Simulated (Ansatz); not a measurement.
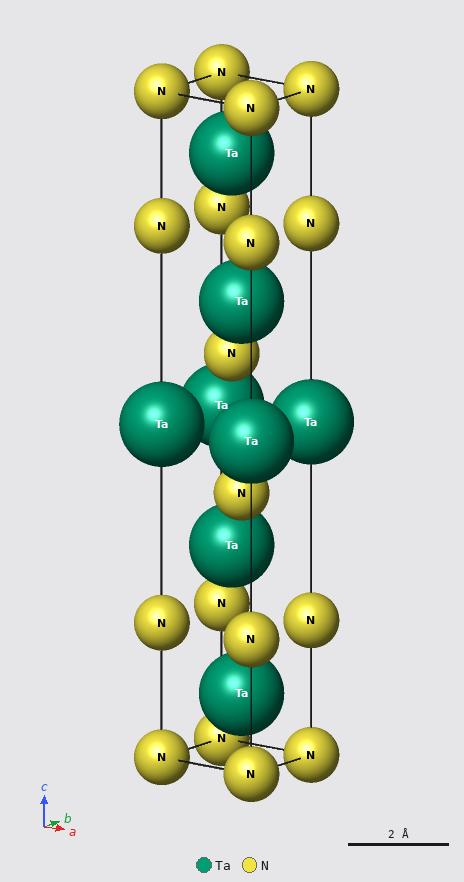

Spheres-only representation of a periodic structure, projected slightly off an axis. The parallelepiped is the conventional unit cell.

TaN, space group P-3m1 (No. 164), a = 3.03 Å, b = 3.03 Å, c = 13.55 Å, α = 90.00°, β = 90.00°, γ = 120.00°.

Level of theory: DFT PBE, scalar-relativistic, plane waves, PAW (Ansatz 0.2.0). Settings were wavefunction cutoff 420 eV, Brillouin-zone sampling on a 21×21×8 mesh, Gaussian smearing of 0.1 eV, no spin polarisation.

**Does it come out as a metal, or with a gap?**

A metal: bands cross the Fermi level.

**What is the computed pressure?**

The computed pressure is 0.0 GPa, close to zero.

The structure comes from a structure type filled with these elements by a generator (whether the compound takes this form wasn't checked). Earlier steps of the study may have refined or changed the cell and positions. It was run through Ansatz as a DFT input.
